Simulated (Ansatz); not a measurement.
## Geometry relaxation, with input and output: K (part 1 of 2)

- system: K (Cmmm, 5 atoms in the cell)
- method: DFT PBEsol, scalar-relativistic, plane waves, PAW, no spin polarisation (Ansatz 0.2.0)

The structure derives from an entry of the Crystallography Open Database. It belongs to a series of runs on one base structure; here: the database's cell, atoms relaxed. Figures and captions count atoms from 1; the log counts them from 0 in places.

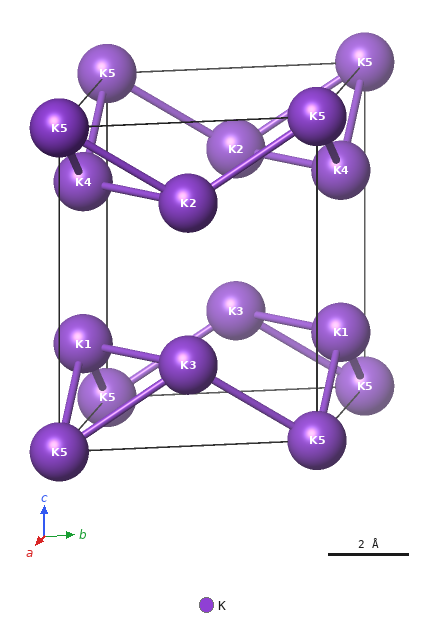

Fig. 1: The structure as given in the input (ball-and-stick view of the cell of the calculation, seen slightly off an axis; atoms are numbered from 1 in the order of the input). An atom can appear more than once, as a periodic image.

**The input**
```yaml
crystal:
  lattice:
    - [3.701, -5.524, 0.0]
    - [3.701, 5.524, 0.0]
    - [0.0, 0.0, 8.367]
  atoms:
    - { symbol: K, position: [0.5, 0.0, 0.25] }
    - { symbol: K, position: [0.0, 0.5, 0.75] }
    - { symbol: K, position: [0.0, 0.5, 0.25] }
    - { symbol: K, position: [0.5, 0.0, 0.75] }
    - { symbol: K, position: [0.0, 0.0, 0.0] }
basis:
  ecutwfc: 420
kpoints:
  mp_grid: { grid: [6, 6, 4] }
hamiltonian:
  xc: pbesol
scf:
  occupations: { method: gaussian, width: 0.1 }
output:
  forces: true
  stress: true
  eigenvalues: true
  write_density: true
  write_potential: true
  elf: true
  volumetric_format: npy
relax:
  adjacent_minimum: "off"
  f_tol: 0.01
  max_steps: 40
```

Hardware: 1 thread of Arm Neoverse V1, 24 GiB of memory available, shared host.

Launched with:
```bash
ansatz run input.yaml --threads 1 --pin off --max-ram 2560MiB --backend cpu --events-out ev --progress --plain --runs-dir out
```

**Log**
```
Warning: output.stress: scf.convergence.dr2_threshold = 1e-7 eV (the SCF's general default) is looser than the 5e-10 eV advised for a printed stress (1e-10 eV for each atom of the cell: 5). What an SCF threshold leaves in a stress goes as its square root, and in the free energy as the threshold itself, and one threshold admits the most on a small cell: of the crystals measured, under no hybrid functional and no lock of the moments, on runs that ended without the residual-converged pass, on stresses that held no estimate of that error, the worst erred by over 100 MPa in a component at 1e-7 eV an atom and by under 5 at 1e-10. Every solve of this run answers to scf.convergence.dr2_threshold, and the tensor of one is reported: a single SCF on the reported geometry and on this run's grids (its basis.xc_grid and basis.ecutrho_ratio typed), with scf.convergence.dr2_threshold at 5e-10 eV or tighter, prints it and tightens no other solve. Else set scf.convergence.dr2_threshold to 5e-10 eV or tighter. The threshold is an SCF's pass mark: one that does not reach it within its budget of iterations ends unconverged, or closes short of it on a stop that the run arms, and scf.convergence.dr2_threshold's page says what that costs each kind of run
Engine: ansatz 0.2.0, aarch64-unknown-linux-gnu
Pseudopotentials: kind: paw
Pseudopotential: K, paw, valence charge 9, recommended cutoff 420 eV (normal), K.paw.azcp
Functional definition: PBEsol
  exchange = pbesol_x
  correlation = pbesol_c
Crystal: 5 atoms, lattice volume = 342.115 Å³
Basis set: ecut = 420 eV, 6673 PW (Γ), exchange–correlation on 90×90×120 points (8 copies of the dense FFT grid, shifted against one another)
Bands: 28, of which v1, the nominal top of the filled ones, is band 23 counted from 1 (22 counted from 0)
Symmetry: 8 space group operations
Space group: Cmmm (ITA 65), of the structure as read, at distance tolerance 7.0e-5 Å
k-points: 39 of 144
Non-local potential: K, projectors of the file, l = 0: 3, l = 1: 2, l = 2: 2
PAW form: soft (Blöchl's): semilocal exchange-correlation on the pseudo side does not see the compensation charge
PAW frozen core: K, regenerated for the run's functional, and the local potential with it (the file was generated under x = pbe(κ = 0.804, μ = 0.2195149727645171), c = pbe(β = 0.06672455060314922))
PAW one-centre angular grid: K, 110 points (default); XC on 64 Gauss nodes
Initial density: superposition of atomic densities (neutral atoms: chi_scale 0, normalization atom), corrected by the library's trained network
Initial wavefunctions: pseudopotential atomic-orbital guess
Functional: x = pbesol(κ = 0.804, μ = 0.12345679012345678), c = pbesol(β = 0.046)
SCF iter   1: F=—  HF=-7578.812048 eV  |F-HF|=—  |Δ(HF+E_count)|=         —  Δρ=1.58e-3  dr2=1.47e-2  ethr=1.77e-3  ⟨swp⟩=7.8  Hψ=5389  notcnv=0
preconditioner: auto → Kerker (q_TF=auto, 1.946 Å⁻¹)  [metal: Δε(μ)=0.023 eV  Ē_g=1.952 eV  σ=0.100 eV  W_gap=0.13  n_scr=44 (ndim 8)  ℏωp=4.5 eV  f_vac=0.000  D(μ)=4.01/eV (n_scr^D=20)]
SCF iter   2: F=—  HF=-7578.811443 eV  |F-HF|=—  |Δ(HF+E_count)|=   6.05e-4  Δρ=8.69e-4  dr2=7.05e-3  ethr=3.26e-5  ⟨swp⟩=1.6  Hψ=1435  notcnv=0
SCF iter   3: F=—  HF=-7578.810533 eV  |F-HF|=—  |Δ(HF+E_count)|=   9.09e-4  Δρ=2.93e-4  dr2=1.79e-3  ethr=1.57e-5  ⟨swp⟩=1.1  Hψ=1074  notcnv=0
SCF iter   4: F=—  HF=-7578.810236 eV  |F-HF|=—  |Δ(HF+E_count)|=   2.98e-4  Δρ=1.15e-4  dr2=1.04e-4  ethr=3.98e-6  ⟨swp⟩=2.0  Hψ=1155  notcnv=0
SCF iter   5: F=—  HF=-7578.810229 eV  |F-HF|=—  |Δ(HF+E_count)|=   6.58e-6  Δρ=3.25e-5  dr2=2.15e-5  ethr=2.31e-7  ⟨swp⟩=2.0  Hψ=1165  notcnv=0
SCF iter   6: F=—  HF=-7578.810229 eV  |F-HF|=—  |Δ(HF+E_count)|=   4.50e-7  Δρ=1.57e-5  dr2=6.42e-6  ethr=4.77e-8  ⟨swp⟩=1.1  Hψ=1076  notcnv=0
SCF iter   7: F=-7578.810228 eV  HF=-7578.810228 eV  |F-HF|=3.15e-7  |Δ(HF+E_count)|=   6.41e-7  Δρ=6.91e-6  dr2=5.83e-7  ethr=5.56e-9  ⟨swp⟩=15.4  Hψ=8209  notcnv=0
SCF 1 converged in 7 iterations: F = -7578.810228 eV  dr2 = 5.83e-7
  greatest PAW one-centre occupation: 0.988 electrons in one spin orbital (limit 2), on the K atom at site 4 (counted from 0), in its partial waves of l = 0
relax step   1: F+E_penalty+E_count = -7578.81022777 eV  Δ(F+E_penalty+E_count) = +0.000e0 eV  max|allowed force component| = 2.182e-1 eV/Å  Δτ_max = 0.0000 Å  (7 SCF iters, dr2 threshold 2.50e-6 eV, accepted)
Initial density: handed on by an earlier stage of this run
Initial wavefunctions: those handed on with the density
iter 1 solved again at ethr=5.42e-6 eV; its pass at ethr=3.10e-3 eV (dr2=2.44e-3 eV) is discarded
SCF iter   1: F=—  HF=-7578.846627 eV  |F-HF|=—  |Δ(HF+E_count)|=         —  Δρ=3.31e-4  dr2=2.18e-3  ethr=5.42e-6  ⟨swp⟩=1.7  Hψ=4152  notcnv=0  defer=15
preconditioner: auto → Kerker (q_TF=auto, 1.946 Å⁻¹)  [metal: Δε(μ)=0.016 eV  Ē_g=1.948 eV  σ=0.100 eV  W_gap=0.09  n_scr=44 (ndim 8)  ℏωp=4.5 eV  f_vac=0.000  D(μ)=4.12/eV (n_scr^D=20)]
SCF iter   2: F=—  HF=-7578.846475 eV  |F-HF|=—  |Δ(HF+E_count)|=   1.52e-4  Δρ=2.20e-4  dr2=1.31e-3  ethr=4.84e-6  ⟨swp⟩=1.0  Hψ=1070  notcnv=0  defer=15
SCF iter   3: F=—  HF=-7578.846262 eV  |F-HF|=—  |Δ(HF+E_count)|=   2.13e-4  Δρ=5.30e-5  dr2=1.10e-4  ethr=2.91e-6  ⟨swp⟩=1.7  Hψ=1125  notcnv=0  defer=15
SCF iter   4: F=—  HF=-7578.846242 eV  |F-HF|=—  |Δ(HF+E_count)|=   1.97e-5  Δρ=1.60e-5  dr2=4.05e-6  ethr=2.44e-7  ⟨swp⟩=2.0  Hψ=1151  notcnv=0  defer=15
SCF iter   5: F=-7578.846242 eV  HF=-7578.846242 eV  |F-HF|=1.42e-7  |Δ(HF+E_count)|=   3.02e-7  Δρ=7.54e-6  dr2=7.35e-7  ethr=6.62e-9  ⟨swp⟩=14.6  Hψ=7821  notcnv=0
SCF 2 converged in 5 iterations: F = -7578.846242 eV  dr2 = 7.35e-7
relax step   2: F+E_penalty+E_count = -7578.84624152 eV  Δ(F+E_penalty+E_count) = -3.601e-2 eV  max|allowed force component| = 1.558e-1 eV/Å  Δτ_max = 0.0481 Å  (5 SCF iters, dr2 threshold 2.98e-6 eV, accepted)
SCF iter   1: F=—  HF=-7578.885151 eV  |F-HF|=—  |Δ(HF+E_count)|=         —  Δρ=8.04e-4  dr2=1.27e-2  ethr=3.00e-4  ⟨swp⟩=5.2  Hψ=3905  notcnv=0  defer=18
preconditioner: auto → Kerker (q_TF=auto, 1.946 Å⁻¹)  [metal: Δε(μ)=0.018 eV  Ē_g=1.950 eV  σ=0.100 eV  W_gap=0.10  n_scr=44 (ndim 8)  ℏωp=4.5 eV  f_vac=0.000  D(μ)=4.00/eV (n_scr^D=20)]
SCF iter   2: F=—  HF=-7578.884266 eV  |F-HF|=—  |Δ(HF+E_count)|=   8.85e-4  Δρ=5.31e-4  dr2=7.67e-3  ethr=2.83e-5  ⟨swp⟩=1.0  Hψ=1404  notcnv=0  defer=19
SCF iter   3: F=—  HF=-7578.883028 eV  |F-HF|=—  |Δ(HF+E_count)|=   1.24e-3  Δρ=1.28e-4  dr2=6.89e-4  ethr=1.70e-5  ⟨swp⟩=1.8  Hψ=1128  notcnv=0  defer=19
SCF iter   4: F=—  HF=-7578.882831 eV  |F-HF|=—  |Δ(HF+E_count)|=   1.97e-4  Δρ=3.81e-5  dr2=2.25e-5  ethr=1.53e-6  ⟨swp⟩=1.9  Hψ=1152  notcnv=0  defer=19
SCF iter   5: F=—  HF=-7578.882829 eV  |F-HF|=—  |Δ(HF+E_count)|=   1.58e-6  Δρ=1.85e-5  dr2=4.23e-6  ethr=5.00e-8  ⟨swp⟩=1.9  Hψ=1168  notcnv=0  defer=19
SCF iter   6: F=-7578.882829 eV  HF=-7578.882829 eV  |F-HF|=3.59e-8  |Δ(HF+E_count)|=   3.87e-7  Δρ=5.49e-6  dr2=2.73e-7  ethr=3.37e-9  ⟨swp⟩=14.6  Hψ=7803  notcnv=0
SCF 3 converged in 6 iterations: F = -7578.882829 eV  dr2 = 2.73e-7
relax step   3: F+E_penalty+E_count = -7578.88282861 eV  Δ(F+E_penalty+E_count) = -3.659e-2 eV  max|allowed force component| = 5.452e-3 eV/Å  Δτ_max = 0.1198 Å  (6 SCF iters, dr2 threshold 1.52e-6 eV, accepted)
iter 1 solved again at ethr=6.05e-10 eV; its pass at ethr=3.10e-3 eV (dr2=2.72e-7 eV) is discarded
SCF iter   1: F=—  HF=-7578.882819 eV  |F-HF|=—  |Δ(HF+E_count)|=         —  Δρ=5.49e-6  dr2=2.72e-7  ethr=6.05e-10  ⟨swp⟩=1.0  Hψ=3120  notcnv=0
preconditioner: auto → Kerker (q_TF=auto, 1.946 Å⁻¹)  [metal: Δε(μ)=0.020 eV  Ē_g=1.951 eV  σ=0.100 eV  W_gap=0.11  n_scr=44 (ndim 8)  ℏωp=4.5 eV  f_vac=0.000  D(μ)=4.09/eV (n_scr^D=20)]
SCF iter   2: F=—  HF=-7578.882829 eV  |F-HF|=—  |Δ(HF+E_count)|=   9.18e-6  Δρ=3.77e-6  dr2=1.73e-7  ethr=6.05e-10  ⟨swp⟩=1.0  Hψ=1071  notcnv=0
SCF iter   3: F=-7578.882829 eV  HF=-7578.882829 eV  |F-HF|=8.76e-9  |Δ(HF+E_count)|=  4.67e-10  Δρ=1.05e-6  dr2=2.44e-8  ethr=2.22e-10  ⟨swp⟩=6.7  Hψ=6136  notcnv=0
SCF 4 converged in 3 iterations: F = -7578.882829 eV  dr2 = 2.44e-8
relax step   4: F+E_penalty+E_count = -7578.88282864 eV  Δ(F+E_penalty+E_count) = -3.021e-8 eV  max|allowed force component| = 5.439e-3 eV/Å  Δτ_max = 0.0000 Å  (3 SCF iters, accepted)
```

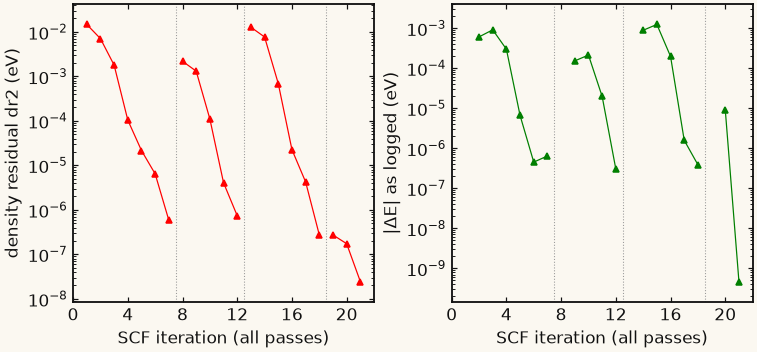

Fig. 2: Convergence of the self-consistent field: density residual dr2 and size of the energy change against the SCF iteration. The dotted lines part the SCF passes of the relaxation: geometry steps, rejected trials and re-solves on a re-selected basis. The passes take 7, 5, 6 and 3 iterations.

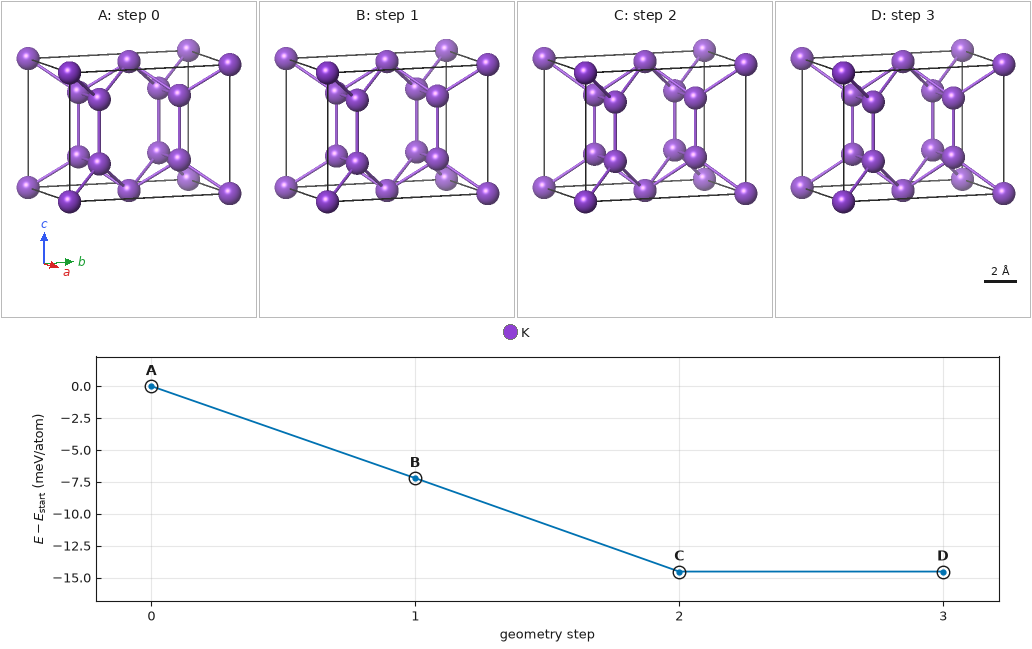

Fig. 3: Frames of the relaxation (ball-and-stick view of the cell 2 times as large as that of the calculation, set on its symmetry axes, seen slightly off an axis) above the curves, on which the letters mark them (the first geometry is step 0 here and step 1 in the log).

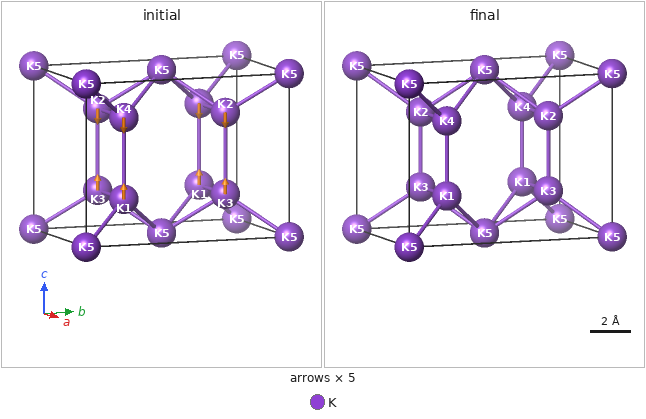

Fig. 4: Before (left) and after (right) the relaxation, at one scale (ball-and-stick view of the cell 2 times as large as that of the calculation, set on its symmetry axes, seen slightly off an axis). The orange arrows give the displacements, magnified 5 times. The largest moves, 0.17 Å, are those of K1, K2, K3 and K4. The cell doesn't change. Distances before and after: K1–K4 4.183 → 3.848 Å, K1–K5 3.928 → 4.020 Å. Among the angles that change: K5–K4–K5 115.6° → 111.6°, K1–K4–K5 122.2° → 124.2°. The space group stays Cmmm (No. 65). Over 3 geometry steps the energy falls by 14.5 meV per atom. The largest force component goes from 0.22 to 0.0054 eV/Å. (Atoms are counted from 1 in the order of the input.)
